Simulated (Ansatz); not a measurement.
```
CELL_PARAMETERS angstrom
0.00000 0.00000 -4.20422
4.20422 4.20422 0.00000
4.20422 -4.20422 0.00000
ATOMIC_POSITIONS crystal
Mg 0.00000 0.50000 0.48739
Mg 0.00000 0.00000 0.98739
Mg 0.00000 0.50000 0.00000
Mg 0.00000 0.00000 0.50000
Mg 0.50000 0.25000 0.25000
Mg 0.50000 0.75000 0.75000
Mg 0.50000 0.75000 0.25000
Mg 0.50000 0.25000 0.75000
O 0.00000 0.25000 0.25000
O 0.00000 0.75000 0.75000
O 0.00000 0.75000 0.25000
O 0.00000 0.25000 0.75000
O 0.50000 0.00000 0.00000
O 0.50000 0.50000 0.50000
O 0.50000 0.50000 0.00000
O 0.50000 0.00000 0.50000
```

Space group Amm2; changed on purpose from its base cell (atom 1 (Mg) moved +0.075 A towards its neighbour atom 2 (Mg) at 2.973 A); not relaxed (largest force 0.8 eV/Å).

Level of theory: DFT r2SCAN, scalar-relativistic, plane waves, PAW in Ansatz.

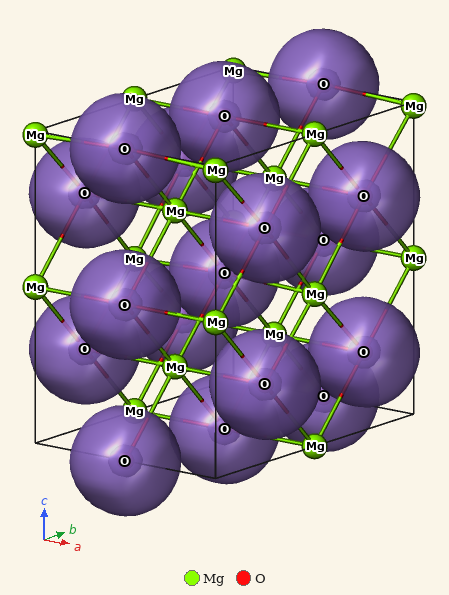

MgO. Isosurface of the ELF at 0.6 (purple), seen at an oblique angle. Only the valence region is drawn (cores and ρ < 0.01 e/Å³ removed). Sticks mark near contacts.

In a PAW calculation such maps are meaningful between the atoms, not at the nuclei.

### Identify the bonds, lone pairs and shells in this picture.

The ELF exceeds this value in eight regions wrapped around O (the valence shell of each), counted in one cell of 16 atoms. Regions shared between cells count once. Along the contacts the grid gives the following. Mg–O (2.05 Å): the ELF peaks at about 0.85 in the valence shell of O, 0.7 Å from its nucleus, and is about 0.35 at the midpoint (a closed-shell, largely ionic contact). Mg–O (2.10 Å): the ELF peaks at about 0.85 in the valence shell of O, 0.7 Å from its nucleus, and is about 0.35 at the midpoint: an ionic contact with no shared pair.

### Does the calculation make it a metal, or give it a gap?

It is gapped, with a Kohn–Sham gap of 5.7 eV on the k-point mesh (the band edges may lie off the mesh, which would make the gap smaller).
